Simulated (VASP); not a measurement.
**Run report: GaN, geometry relaxation (part 2 of 2)**

GaN (P6₃mc, 4 atoms in the cell); Kohn-Sham DFT of a periodic cell, PBE, VASP PAW PBE potentials, recommended, no spin polarisation (VASP 6.6.1); cutoff 520 eV, 12×12×6 k-mesh, Gaussian smearing of 0.02 eV. The structure derives from an entry of the Crystallography Open Database.

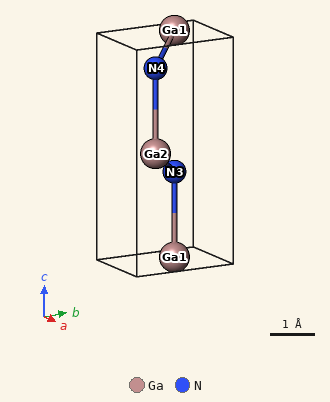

The geometry at step 1 of the log (ball-and-stick view of the cell of the calculation, seen slightly off an axis; atoms are numbered from 1 in the order of the input).

Parts of OUTCAR, continued:
```
 -----------------------------------------------------------------------------
  energy-cutoff  :      520.00
  volume of cell :       47.05
      direct lattice vectors                 reciprocal lattice vectors
     3.218718302  0.000000000  0.000000000     0.310682671  0.179372724  0.000000000
    -1.609359151  2.787491813  0.000000000     0.000000000  0.358745448  0.000000000
     0.000000000  0.000000000  5.244280337     0.000000000  0.000000000  0.190683933

 POSITION                                       TOTAL-FORCE (eV/Angst)
 -----------------------------------------------------------------------------------
     -0.00000      1.85833      5.23978        -0.000000     -0.000000     -0.000191
      1.60936      0.92916      2.61764         0.000000      0.000000     -0.000191
     -0.00000      1.85833      1.97110         0.000000      0.000000      0.000191
      1.60936      0.92916      4.59324        -0.000000     -0.000000      0.000191
 -----------------------------------------------------------------------------------
    total drift:                               -0.000011      0.000005     -0.001236

  FREE ENERGIE OF THE ION-ELECTRON SYSTEM (eV)
  ---------------------------------------------------
  free  energy   TOTEN  =       -24.3278856613 eV

  energy  without entropy=      -24.3278856613  energy(sigma->0) =      -24.32788566

--------------------------------------- Ionic step        2  -------------------------------------------

 number of electron      35.9999957 magnetization

------------------------ aborting loop because EDIFF is reached ----------------------------------------

  FORCE on cell =-STRESS in cart. coord.  units (eV):
  Direction    XX          YY          ZZ          XY          YZ          ZX
  --------------------------------------------------------------------------------------
  -------------------------------------------------------------------------------------
  Total       -0.0192777     -0.0192777     -0.0187913     -0.0000000      0.0000000      0.0000000
  in kB       -0.6560920     -0.6560920     -0.6395369     -0.0000000      0.0000000      0.0000000
  external PRESSURE =      -0.6505737 kB  Pullay stress =       0.0000000 kB

 VOLUME and BASIS-vectors are now :
 -----------------------------------------------------------------------------
  energy-cutoff  :      520.00
  volume of cell :       47.08
      direct lattice vectors                 reciprocal lattice vectors
     3.219252293  0.000000000  0.000000000     0.310631137  0.179342971  0.000000000
    -1.609626146  2.787954263  0.000000000    -0.000000000  0.358685942  0.000000000
     0.000000000  0.000000000  5.245188546     0.000000000  0.000000000  0.190650916

 POSITION                                       TOTAL-FORCE (eV/Angst)
 -----------------------------------------------------------------------------------
     -0.00000      1.85864      5.24068        -0.000000      0.000000      0.000008
      1.60963      0.92932      2.61809         0.000000     -0.000000      0.000008
     -0.00000      1.85864      1.97145        -0.000000      0.000000     -0.000008
      1.60963      0.92932      4.59405         0.000000     -0.000000     -0.000008
 -----------------------------------------------------------------------------------
    total drift:                               -0.000011      0.000005     -0.001075

  FREE ENERGIE OF THE ION-ELECTRON SYSTEM (eV)
  ---------------------------------------------------
  free  energy   TOTEN  =       -24.3278830347 eV

  energy  without entropy=      -24.3278830347  energy(sigma->0) =      -24.32788303

--------------------------------------- Ionic step        3  -------------------------------------------

 number of electron      35.9999957 magnetization

 Free energy of the ion-electron system (eV)
  ---------------------------------------------------
  ext. energy  EPLUGINS =         0.00000000
  ---------------------------------------------------
  free energy    TOTEN  =       -24.32788615 eV

  energy without entropy =      -24.32788615  energy(sigma->0) =      -24.32788615

 E-fermi :   5.1143     XC(G=0): -11.5120     alpha+bet :-13.0137

 val. band max:        5.0029966709   @ k =   0.0000   0.0000   0.0000
 cond. band min:       6.7143754603   @ k =   0.0000   0.0000   0.0000
 fundamental gap:      1.7113787894
 Fermi energy:         5.1142538212

 k-point     1 :       0.0000    0.0000    0.0000
  band No.  band energies     occupation
      1     -10.7277      2.00000
      2      -9.9066      2.00000
      3      -8.4176      2.00000
      4      -8.4033      2.00000
      5      -8.4033      2.00000
      6      -8.3476      2.00000
      7      -8.3476      2.00000
      8      -8.1736      2.00000
      9      -8.1736      2.00000
     10      -8.0837      2.00000
     11      -8.0837      2.00000
     12      -6.8473      2.00000
     13      -1.8552      2.00000
     14       4.0081      2.00000
     15       4.0081      2.00000
     16       4.9663      2.00000
     17       5.0030      2.00000
     18       5.0030      2.00000
     19       6.7144      0.00000
     20       9.0654      0.00000
     21      14.0211      0.00000
     22      14.7290      0.00000

 k-point     2 :       0.0833    0.0000    0.0000
  band No.  band energies     occupation
      1     -10.6635      2.00000
      2      -9.8909      2.00000
      3      -8.4118      2.00000
      4      -8.3940      2.00000
      5      -8.3796      2.00000
      6      -8.3404      2.00000
      7      -8.3351      2.00000
      8      -8.1788      2.00000
      9      -8.1742      2.00000
     10      -8.0942      2.00000
     11      -8.0822      2.00000
     12      -6.8004      2.00000
     13      -1.7595      2.00000
     14       3.5003      2.00000
     15       3.8682      2.00000
     16       4.3564      2.00000
     17       4.9018      2.00000
     18       4.9429      2.00000
     19       7.3128      0.00000
     20       9.5005      0.00000
     21      13.8505      0.00000
     22      14.2446      0.00000

 k-point     3 :       0.1667    0.0000    0.0000
  band No.  band energies     occupation
      1     -10.4899      2.00000
      2      -9.8526      2.00000
      3      -8.3895      2.00000
      4      -8.3715      2.00000
      5      -8.3262      2.00000
      6      -8.3009      2.00000
      7      -8.2936      2.00000
      8      -8.1929      2.00000
      9      -8.1723      2.00000
     10      -8.1161      2.00000
     11      -8.0786      2.00000
     12      -6.6686      2.00000
     13      -1.4844      2.00000
     14       2.3600      2.00000
     15       3.2690      2.00000
     16       3.5193      2.00000
     17       4.6934      2.00000
     18       4.7688      2.00000
     19       8.2581      0.00000
     20      10.3365      0.00000
     21      13.0281      0.00000
     22      13.7868      0.00000

 k-point     4 :       0.2500    0.0000    0.0000
  band No.  band energies     occupation
      1     -10.2653      2.00000
      2      -9.8111      2.00000
      3      -8.3664      2.00000
      4      -8.3492      2.00000
      5      -8.2877      2.00000
      6      -8.2544      2.00000
      7      -8.2085      2.00000
      8      -8.1791      2.00000
      9      -8.1588      2.00000
     10      -8.0738      2.00000
     11      -8.0679      2.00000
     12      -6.4825      2.00000
     13      -1.0843      2.00000
     14       1.1251      2.00000
     15       2.1508      2.00000
     16       3.0970      2.00000
     17       4.3228      2.00000
     18       4.5234      2.00000
     19       9.1075      0.00000
     20      10.7592      0.00000
     21      12.2604      0.00000
     22      13.3833      0.00000

 k-point     5 :       0.3333    0.0000    0.0000
  band No.  band energies     occupation
      1     -10.0689      2.00000
      2      -9.7812      2.00000
      3      -8.3542      2.00000
      4      -8.3380      2.00000
      5      -8.2609      2.00000
      6      -8.2097      2.00000
      7      -8.2073      2.00000
      8      -8.1784      2.00000
      9      -8.1313      2.00000
     10      -8.0681      2.00000
     11      -7.7347      2.00000
     12      -6.3152      2.00000
     13      -0.8194      2.00000
     14       0.2792      2.00000
     15       1.1577      2.00000
     16       2.7171      2.00000
     17       3.7936      2.00000
     18       4.2796      2.00000
     19       9.7118      0.00000
     20      10.5777      0.00000
     21      11.6383      0.00000
     22      13.2349      0.00000

 [... the levels of 18 k-points are left out ...]

 k-point    24 :       0.3333    0.0000    0.1667
  band No.  band energies     occupation
      1     -10.0328      2.00000
      2      -9.7846      2.00000
      3      -8.3581      2.00000
      4      -8.3289      2.00000
      5      -8.2750      2.00000
      6      -8.2170      2.00000
      7      -8.2118      2.00000
      8      -8.1653      2.00000
      9      -8.1284      2.00000
     10      -8.0740      2.00000
     11      -7.6844      2.00000
     12      -6.4740      2.00000
     13      -0.8471      2.00000
     14       0.4894      2.00000
     15       1.1359      2.00000
     16       2.8087      2.00000
     17       3.8823      2.00000
     18       4.1577      2.00000
     19       9.4374      0.00000
     20      10.6193      0.00000
     21      11.8870      0.00000
     22      13.0668      0.00000

 [... further k-points ...]

------------------------ aborting loop because EDIFF is reached ----------------------------------------

  FORCE on cell =-STRESS in cart. coord.  units (eV):
  Direction    XX          YY          ZZ          XY          YZ          ZX
  --------------------------------------------------------------------------------------
  -------------------------------------------------------------------------------------
  Total        0.0019607      0.0019607      0.0031261      0.0000000      0.0000000     -0.0000000
  in kB        0.0667529      0.0667529      0.1064296      0.0000000      0.0000000     -0.0000000
  external PRESSURE =       0.0799785 kB  Pullay stress =       0.0000000 kB

 VOLUME and BASIS-vectors are now :
 -----------------------------------------------------------------------------
  energy-cutoff  :      520.00
  volume of cell :       47.06
      direct lattice vectors                 reciprocal lattice vectors
     3.218888488  0.000000000  0.000000000     0.310666245  0.179363241  0.000000000
    -1.609444244  2.787639198  0.000000000    -0.000000000  0.358726481  0.000000000
     0.000000000  0.000000000  5.244569788     0.000000000  0.000000000  0.190673409

 POSITION                                       TOTAL-FORCE (eV/Angst)
 -----------------------------------------------------------------------------------
     -0.00000      1.85843      5.24007        -0.000000     -0.000000     -0.000163
      1.60944      0.92921      2.61779         0.000000      0.000000     -0.000163
     -0.00000      1.85843      1.97121        -0.000000      0.000000      0.000163
      1.60944      0.92921      4.59350         0.000000     -0.000000      0.000163
 -----------------------------------------------------------------------------------
    total drift:                               -0.000011      0.000005     -0.001328

  FREE ENERGIE OF THE ION-ELECTRON SYSTEM (eV)
  ---------------------------------------------------
  free  energy   TOTEN  =       -24.3278861463 eV

  energy  without entropy=      -24.3278861463  energy(sigma->0) =      -24.32788615

 reached required accuracy - stopping structural energy minimisation
```

CONTCAR:
```
GaN
   1.00000000000000
     3.2188884878640232    0.0000000000000030    0.0000000000000000
    -1.6094442438820062    2.7876391982211310    0.0000000000000000
     0.0000000000000000    0.0000000000000000    5.2445697878790600
  Ga              N
     2     2
Direct
     0.3333333300000021    0.6666666699999979    0.9991422419515820
     0.6666666699999979    0.3333333300000021    0.4991422419515819
     0.3333333300000021    0.6666666699999979    0.3758577580484181
     0.6666666699999979    0.3333333300000021    0.8758577580484180

  0.00000000E+00  0.00000000E+00  0.00000000E+00
  0.00000000E+00  0.00000000E+00  0.00000000E+00
  0.00000000E+00  0.00000000E+00  0.00000000E+00
  0.00000000E+00  0.00000000E+00  0.00000000E+00
```

Trajectory as extended XYZ (Å, eV, eV/Å), 3 frames, from step=0 to step=2:
```
4
Lattice="3.2187 0.0000 0.0000 -1.6094 2.7875 0.0000 0.0000 0.0000 5.2443" Properties=species:S:1:pos:R:3:forces:R:3 step=0 energy=-24.32789
Ga    0.0000    1.8583    5.2398    0.0000   0.0000  -0.0002
Ga    1.6094    0.9292    2.6176    0.0000   0.0000  -0.0002
N     0.0000    1.8583    1.9711    0.0000   0.0000   0.0002
N     1.6094    0.9292    4.5932    0.0000   0.0000   0.0002
4
Lattice="3.2193 0.0000 0.0000 -1.6096 2.7880 0.0000 0.0000 0.0000 5.2452" Properties=species:S:1:pos:R:3:forces:R:3 step=1 energy=-24.32788
Ga    0.0000    1.8586    5.2407    0.0000   0.0000   0.0000
Ga    1.6096    0.9293    2.6181    0.0000   0.0000   0.0000
N     0.0000    1.8586    1.9715    0.0000   0.0000   0.0000
N     1.6096    0.9293    4.5940    0.0000   0.0000   0.0000
4
Lattice="3.2189 0.0000 0.0000 -1.6094 2.7876 0.0000 0.0000 0.0000 5.2446" Properties=species:S:1:pos:R:3:forces:R:3 step=2 energy=-24.32789
Ga    0.0000    1.8584    5.2401    0.0000   0.0000  -0.0002
Ga    1.6094    0.9292    2.6178    0.0000   0.0000  -0.0002
N     0.0000    1.8584    1.9712    0.0000   0.0000   0.0002
N     1.6094    0.9292    4.5935    0.0000   0.0000   0.0002
```

The run was set up as follows.

INCAR:
```
SYSTEM = GaN
ALGO = Normal
AMIX = 0.2
EDIFF = 1E-7
EDIFFG = -0.002
ENCUT = 520
GGA = PE
IBRION = 2
ISIF = 3
ISMEAR = 0
LASPH = .True.
LCHARG = .False.
LREAL = .False.
LWAVE = .False.
NELM = 80
NSW = 80
PREC = Accurate
SIGMA = 0.02
```

KPOINTS:
```
k-points
0
Gamma
  12 12 6
  0 0 0
```

POSCAR:
```
GaN                                     
1.0
    3.2187183023      0.0000000000     -0.0000000000
   -1.6093591511      2.7874918132      0.0000000000
   -0.0000000000     -0.0000000000      5.2442803370
  Ga              N             
     2     2
Direct
     0.3333333300000021    0.6666666699999979    0.9991428011250559
     0.6666666699999979    0.3333333300000021    0.4991428011250560
     0.3333333300000021    0.6666666699999979    0.3758571988749440
     0.6666666699999979    0.3333333300000021    0.8758571988749441
```

Launch command:
```bash
cat potpaw_PBE.64/Ga_d/POTCAR potpaw_PBE.64/N/POTCAR > POTCAR
mpirun -np 1 vasp_std > vasp.out
```

Summary:

- outcome: converged
- space group (tolerance 0.01 Å): P6₃mc (186)
- electrons treated: 36
- free energy: −24.3279 eV
- gap on the k-point mesh: 1.71 eV
- pressure: 0.01 GPa
- final volume: 47.06 Å³
- largest force (length of the vector) at the end: under 0.001 eV/Å
- final cell: a = 3.219 Å, b = 3.219 Å, c = 5.245 Å, α = 90.00°, β = 90.00°, γ = 120.00°
- hardware: 1 thread of Intel Xeon (Granite Rapids), 64 GiB of memory available, shared host
- wall time: 58 s
- peak memory: 0.21 GiB
